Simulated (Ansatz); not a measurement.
H₄CO: several calculations on one system

## 1. Relaxation

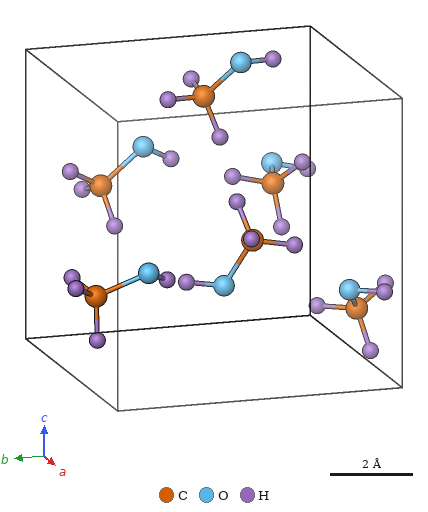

This is the input geometry for a relaxation of an amorphous cell of composition H₄CO. The picture is a ball-and-stick view of the cell of the calculation, seen from a free direction.

The cell holds 6 CH3OH. The run prepares the start of a later molecular dynamics calculation, from a guessed geometry.

Computed with Ansatz, DFT PBE-D3(BJ), scalar-relativistic, plane waves, PAW.

Input file:
```yaml
crystal:
  lattice:
    - [7.380323, 0.0, 0.0]
    - [0.0, 7.380323, 0.0]
    - [0.0, 0.0, 7.380323]
  atoms:
    - { symbol: C, position: [0.4230995, 0.5114684, 0.9041556] }
    - { symbol: O, position: [0.3474111, 0.356155, 0.9897217] }
    - { symbol: H, position: [0.3096349, 0.5999809, 0.8712117] }
    - { symbol: H, position: [0.4467923, 0.2756748, 1.0200586] }
    - { symbol: H, position: [0.5161532, 0.5852876, 0.9934553] }
    - { symbol: H, position: [0.4944205, 0.4773593, 0.778328] }
    - { symbol: C, position: [0.9673726, 0.1495226, 0.2782531] }
    - { symbol: O, position: [0.7784689, 0.1136049, 0.2923192] }
    - { symbol: H, position: [0.9840048, 0.2940323, 0.3034375] }
    - { symbol: H, position: [0.7611449, -0.0147916, 0.270223] }
    - { symbol: H, position: [1.046659, 0.0746043, 0.3791671] }
    - { symbol: H, position: [1.0206791, 0.118753, 0.1429966] }
    - { symbol: C, position: [0.8261468, 0.398468, 0.6952807] }
    - { symbol: O, position: [0.9746272, 0.4500835, 0.8069139] }
    - { symbol: H, position: [0.7280865, 0.5085269, 0.7033534] }
    - { symbol: H, position: [1.0634638, 0.3533848, 0.8013073] }
    - { symbol: H, position: [0.8658825, 0.3810006, 0.5531587] }
    - { symbol: H, position: [0.7608965, 0.2735743, 0.7424682] }
    - { symbol: C, position: [0.6197197, 0.936226, 0.6784508] }
    - { symbol: O, position: [0.6287376, 0.7901302, 0.8039388] }
    - { symbol: H, position: [0.4890693, 1.0014351, 0.700181] }
    - { symbol: H, position: [0.7444969, 0.730402, 0.7864353] }
    - { symbol: H, position: [0.7269126, 1.0366343, 0.7010459] }
    - { symbol: H, position: [0.6264541, 0.8898868, 0.5374188] }
    - { symbol: C, position: [0.0049297, 0.7544017, 0.1278991] }
    - { symbol: O, position: [0.0271497, 0.5764918, 0.1987997] }
    - { symbol: H, position: [-0.1405975, 0.7779456, 0.1200602] }
    - { symbol: H, position: [0.156258, 0.5532019, 0.2067149] }
    - { symbol: H, position: [0.0648251, 0.8580521, 0.2159436] }
    - { symbol: H, position: [0.0623959, 0.7683303, -0.0084325] }
    - { symbol: C, position: [0.4167488, 0.3374824, 0.3908579] }
    - { symbol: O, position: [0.4894393, 0.461283, 0.2621642] }
    - { symbol: H, position: [0.5033585, 0.2179982, 0.3868296] }
    - { symbol: H, position: [0.4137852, 0.5687412, 0.2639559] }
    - { symbol: H, position: [0.4183803, 0.3923116, 0.5289658] }
    - { symbol: H, position: [0.277961, 0.2963142, 0.3573049] }
basis:
  ecutwfc: 420.0
kpoints:
  mp_grid: { grid: [1, 1, 1] }
hamiltonian:
  xc: pbe
  dispersion: d3bj
scf:
  occupations: { method: fermi_dirac, width: 0.02 }
  lower_state_search: "off"
relax:
  f_tol: 0.3
  max_steps: 15
  adjacent_minimum: "off"
```

Command:
```bash
ansatz run input.yaml --threads 1 --pin off --max-ram 3072MiB --backend cpu --events-out ev --progress --plain --runs-dir out
```

Q: Predict the outcome.

A: The energy falls by 56.7 meV per atom in 11 geometry steps. The largest force component goes from 1.3 to 0.098 eV/Å. The atom that moves furthest is H10 (1.67 Å roughly along [−1 0 −3]). Largest moves by element: H 1.67 Å, O 1.34 Å, C 1.01 Å. The cell doesn't change. Some distances before and after: C1–O2 1.423 → 1.450 Å, O26–H28 0.970 → 0.988 Å, C13–O14 1.423 → 1.438 Å, C31–H35 1.097 → 1.106 Å. Bond angles that change, for instance: O32–C31–H33 106.3° → 108.5°. The run took 34 s on 1 thread of Arm Neoverse V1, on a shared host, peak memory 0.4 GiB.

Final geometry:

```xyz
36
Lattice="7.3803 0.0000 0.0000 0.0000 7.3803 0.0000 0.0000 0.0000 7.3803" Properties=species:S:1:pos:R:3 pbc="T T T"
C     3.1212    3.8723    6.7558
O     2.1276    2.8979    7.1646
H     2.5754    4.6886    6.2689
H     2.6070    2.1745    0.2288
H     3.6765    4.2511    0.2420
H     3.8128    3.4294    6.0295
C     6.4408    1.2167    1.3306
O     5.1619    0.7097    0.9543
H     6.3496    2.2839    1.5754
H     5.2969    7.3157    0.3551
H     6.8465    0.7003    2.2238
H     7.1828    1.1142    0.5159
C     6.3724    3.0543    4.8448
O     7.0866    3.9997    5.6600
H     5.6573    3.6190    4.2317
H     0.3786    3.5017    6.1639
H     7.0539    2.5130    4.1673
H     5.8201    2.3326    5.4675
C     4.8716    6.7182    5.1371
O     5.3346    6.1389    6.3620
H     4.0145    7.3587    5.3859
H     5.9891    5.4324    6.1575
H     5.6451    7.3462    4.6605
H     4.5385    5.9501    4.4189
C     0.3362    5.4118    1.4462
O     0.8553    4.1584    1.8999
H     6.7364    5.5839    1.9116
H     1.2303    3.6810    1.1204
H     1.0133    6.2381    1.7159
H     0.2008    5.4189    0.3558
C     3.1070    2.3508    3.3186
O     3.3993    3.6527    2.8303
H     3.9832    1.7114    3.1520
H     2.5242    4.0669    2.6362
H     2.8615    2.3622    4.3969
H     2.2534    1.8931    2.7885
```

After the run, drawn alike:

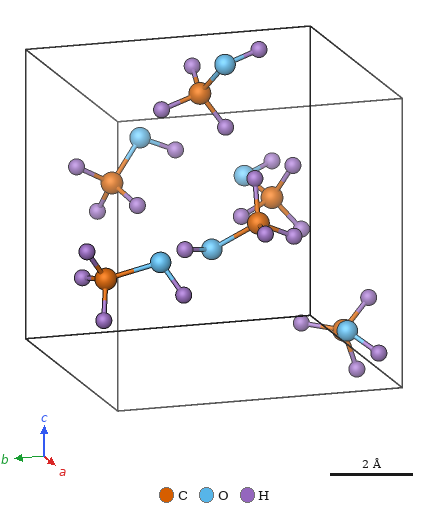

Limits of the set-up: the periodic images lie only 7.4 Å apart, so the values are limited by the cell's size.

## 2. Dynamics

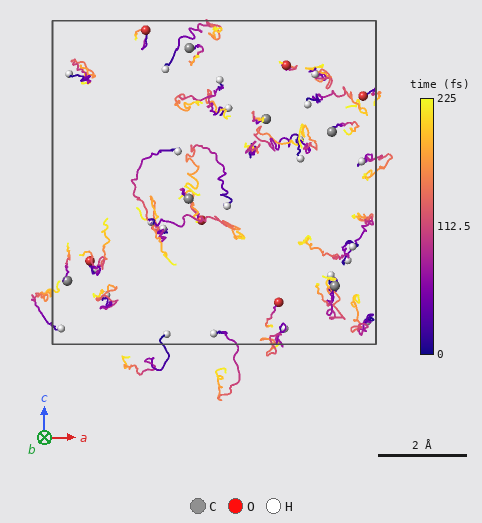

A Born-Oppenheimer molecular dynamics run of a periodic cell with 6 CH3OH at 0.794 g/cm³, 225 fs long. Lines trace each atom's path, coloured by time; spheres stand at the starting positions. Seen along the b axis in the simulation cell.

All numbers below come from DFT PBE-D3(BJ), scalar-relativistic, plane waves, PAW (Ansatz 0.2.0). Settings: plane-wave cutoff 420 eV; k-point mesh 1 × 1 × 1; Fermi-Dirac smearing 0.02 eV; Langevin thermostat (NVT); set temperature 350 K; time step 0.75 fs; friction 0.02 per fs.

Q: Describe the motion.

A: In the second half of the run the atoms are, in the root-mean-square, this far from where they began (common drift taken out): H 1.07 Å, C 0.49 Å, O 0.47 Å. The heavy atoms stay within a fraction of a molecule's size of their starting places, while the hydrogen atoms travel further, as molecules turn; so short a run doesn't tell a liquid from a solid. The mean temperature in the second half is 370 K (standard deviation 37 K). The potential energy in the second half lies on average 43.2 meV per atom above the first frame.

Limits of the set-up: the periodic images lie only 7.4 Å apart, so the values are limited by the cell's size.

The run took 12 min on 1 thread of Arm Neoverse V1, with other jobs on the host, peak memory 0.45 GiB.

## 3. Dynamics

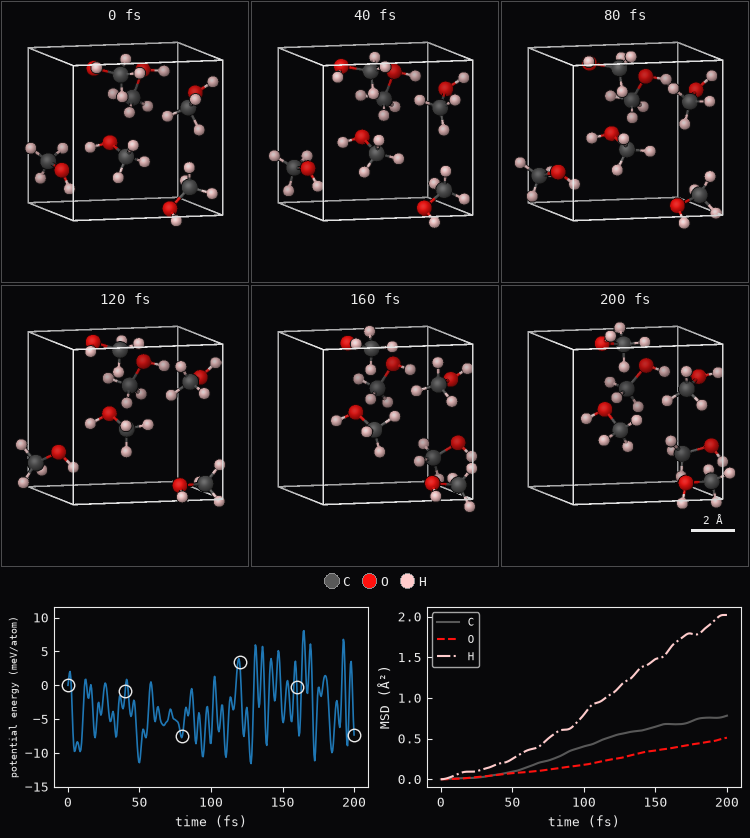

Molecular dynamics of a periodic cell with 6 CH3OH at 0.794 g/cm³, 200 fs long. It starts from the last geometry of an earlier run, with fresh velocities. Frames and the history of the run. A ball-and-stick model of the simulation cell, seen slightly off an axis. Atoms that leave the cell re-enter on the other side.

Theory: DFT PBE-D3(BJ), scalar-relativistic, plane waves, PAW (Ansatz). Set-up: plane-wave cutoff 420 eV; k-point mesh 1 × 1 × 1; Fermi-Dirac smearing 0.02 eV; constant energy (NVE); velocities drawn for 350 K; time step 0.5 fs.

Input file:
```yaml
crystal:
  lattice:
    - [7.380323, 0.0, 0.0]
    - [0.0, 7.380323, 0.0]
    - [0.0, 0.0, 7.380323]
  atoms:
    - { symbol: C, position: [0.45421818, 0.46031114, 0.867368] }
    - { symbol: O, position: [0.26855308, 0.4398012, 0.91805851] }
    - { symbol: H, position: [0.52220852, 0.57482814, 0.95176895] }
    - { symbol: H, position: [0.2481354, 0.31235409, 0.9370098] }
    - { symbol: H, position: [0.54545822, 0.34258171, 0.8881398] }
    - { symbol: H, position: [0.47244656, 0.48697483, 0.72128742] }
    - { symbol: C, position: [0.82744622, 0.17024856, 0.16212653] }
    - { symbol: O, position: [0.6902387, 0.15124852, 0.03116586] }
    - { symbol: H, position: [0.84577322, 0.32260779, 0.18602806] }
    - { symbol: H, position: [0.69781278, 0.03492251, -0.03426432] }
    - { symbol: H, position: [0.80838202, 0.11500745, 0.29617522] }
    - { symbol: H, position: [0.95660216, 0.09953624, 0.12502754] }
    - { symbol: C, position: [0.91065019, 0.47294682, 0.63848595] }
    - { symbol: O, position: [1.004623, 0.62981861, 0.71226556] }
    - { symbol: H, position: [0.78051852, 0.50650727, 0.58320908] }
    - { symbol: H, position: [1.10396407, 0.57030115, 0.7868315] }
    - { symbol: H, position: [0.97693916, 0.45553275, 0.49355297] }
    - { symbol: H, position: [0.91635006, 0.3356464, 0.70666775] }
    - { symbol: C, position: [0.65873309, 0.87895414, 0.6637105] }
    - { symbol: O, position: [0.71249193, 0.82631287, 0.84987087] }
    - { symbol: H, position: [0.56111425, 0.98262921, 0.68018779] }
    - { symbol: H, position: [0.84371636, 0.79057773, 0.83986796] }
    - { symbol: H, position: [0.77723327, 0.93562272, 0.59824235] }
    - { symbol: H, position: [0.60435497, 0.76590885, 0.58358739] }
    - { symbol: C, position: [0.05875432, 0.75996644, 0.28842364] }
    - { symbol: O, position: [0.09472455, 0.57383235, 0.25112708] }
    - { symbol: H, position: [-0.05812061, 0.75772589, 0.37710958] }
    - { symbol: H, position: [0.13744547, 0.54803879, 0.13209649] }
    - { symbol: H, position: [0.17779452, 0.82957193, 0.36120493] }
    - { symbol: H, position: [0.03229044, 0.84363044, 0.17085294] }
    - { symbol: C, position: [0.45670239, 0.3488067, 0.35200782] }
    - { symbol: O, position: [0.40074996, 0.52213686, 0.42433272] }
    - { symbol: H, position: [0.46565166, 0.22369731, 0.43860223] }
    - { symbol: H, position: [0.26991551, 0.52912973, 0.39806826] }
    - { symbol: H, position: [0.39330893, 0.31530294, 0.22202209] }
    - { symbol: H, position: [0.58727923, 0.37602194, 0.31142335] }
basis:
  ecutwfc: 420.0
kpoints:
  mp_grid: { grid: [1, 1, 1] }
hamiltonian:
  xc: pbe
  dispersion: d3bj
scf:
  occupations: { method: fermi_dirac, width: 0.02 }
  lower_state_search: "off"
md:
  timestep: 0.5
  n_steps: 400
  ensemble: nve
  temperature: 350.0
  initial_velocities: maxwell_boltzmann
  seed: 775198
```

Launched with:
```bash
ansatz run input.yaml --threads 1 --pin off --max-ram 3072MiB --backend cpu --events-out ev --progress --plain --runs-dir out
```

What happens in this trajectory?

The mean temperature in the second half is 367 K (standard deviation 35 K). The potential energy in the second half lies on average 2.1 meV per atom below the first frame. Root-mean-square distances from the starting positions over the second half, with the common drift of all atoms taken out: H 1.21 Å, C 0.79 Å, O 0.59 Å. The heavy atoms stay within a fraction of a molecule's size of their starting places; so short a run doesn't tell a liquid from a solid.

Limits of the set-up: the periodic images lie only 7.4 Å apart, so the values are limited by the cell's size.
